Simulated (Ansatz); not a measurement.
**SiC4: from a guess to a relaxed structure**

Aim: relax a trial structure of SiC4 and see where it ends.

Method: DFT PBE, scalar-relativistic, plane waves, PAW, in Ansatz 0.2.0.

### Step 1. The structure to begin with

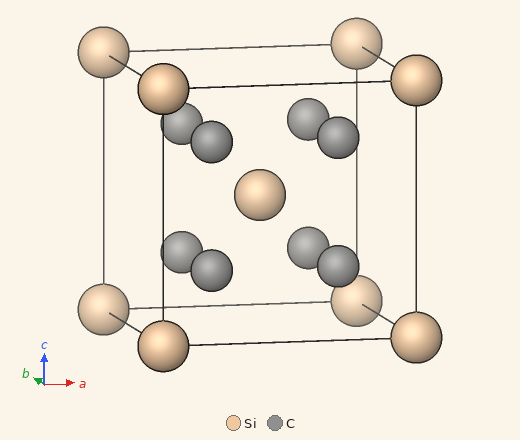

Start, viewed slightly off an axis; silicon light orange, carbon grey. Atoms on the faces are drawn again on the opposite ones. The cell drawn here is the conventional one.

Coordinates:

```xyz
5
Lattice="-2.5327 2.5327 2.5327 2.5327 -2.5327 2.5327 2.5327 2.5327 -2.5327" Properties=species:S:1:pos:R:3 pbc="T T T"
Si    0.0000    0.0000    0.0000
C     1.2663    1.2663   -1.2663
C     1.2663   -1.2663    1.2663
C    -1.2663    1.2663    1.2663
C     1.2663    1.2663    1.2663
```

Recipe of the guess: species swapped into a database cell of MnGa4 (Im-3m, No. 229), with Si on the Mn sites and C on the Ga sites. The dimensions are guesses.

### Step 2. Probe: one point on a coarse mesh

Input file input.yaml:

```yaml
crystal:
  lattice:
    - [-2.53266906, 2.53266906, 2.53266906]
    - [2.53266906, -2.53266906, 2.53266906]
    - [2.53266906, 2.53266906, -2.53266906]
  atoms:
    - { symbol: Si, position: [0.0, 0.0, 0.0] }
    - { symbol: C, position: [0.0, 0.0, 0.5] }
    - { symbol: C, position: [0.0, 0.5, 0.0] }
    - { symbol: C, position: [0.5, 0.0, 0.0] }
    - { symbol: C, position: [0.5, 0.5, 0.5] }
basis:
  ecutwfc: 420
kpoints:
  mp_grid: { grid: [6, 6, 6] }
hamiltonian:
  xc: pbe
scf:
  occupations: { method: gaussian, width: 0.1 }
  lower_state_search: "off"
output:
  forces: true
  stress: true
  eigenvalues: true
```

Launch:

```bash
> ansatz run input.yaml --threads 1 --pin off --max-ram 2048MiB --backend cpu --events-out ev --progress --plain --runs-dir out
```

Output (excerpt; [...] marks lines left out):

```text
[...]
SCF converged after 6 iterations
Free energy (F): -1622.591199 eV
[...]
E sigma→0 (E₀):  -1622.585290 eV
Entropy (-TS):   -0.011817 eV (-2.363 meV/atom)
Fermi energy:    4.671067 eV
[...]
--- Forces (eV/Å), atoms counted from 1 ---
  atom   1  Si    -0.00000000     0.00000000     0.00000000
  atom   2  C      0.00000000    -0.00000000     0.00000000
  atom   3  C      0.00000000    -0.00000000     0.00000000
  atom   4  C      0.00000000    -0.00000000    -0.00000000
  atom   5  C      0.00000000     0.00000000     0.00000000
[...]
--- Stress (GPa, compression-positive) ---
      -32.693458       0.000000       0.000000
        0.000000     -32.693458      -0.000000
        0.000000      -0.000000     -32.693458
  P = ⅓ Tr σ = -32.6935 GPa (-326.935 kbar)
--- Band table (eV; the first three rows and the last of 16) ---
  k-point 0: bands = ["-9.2928", "-2.9184", "-2.9184", "-2.9184", "-0.5970", "-0.5970", "-0.5970", "2.5902", "2.5902", "2.5902", "3.7087", "7.2378", "7.2378", "7.2378", "8.2675"]
[...]
```

Run time: 0.56 s. Hardware: 1 thread of AMD EPYC 9R45 (Zen 5), shared host; peak memory 0.35 GiB.

Read-out: pressure -32.7 GPa, largest force 0.00 eV/Å, gap on this mesh none (metal). A cheap, loose relaxation comes first.

[end of part 1 of 3]
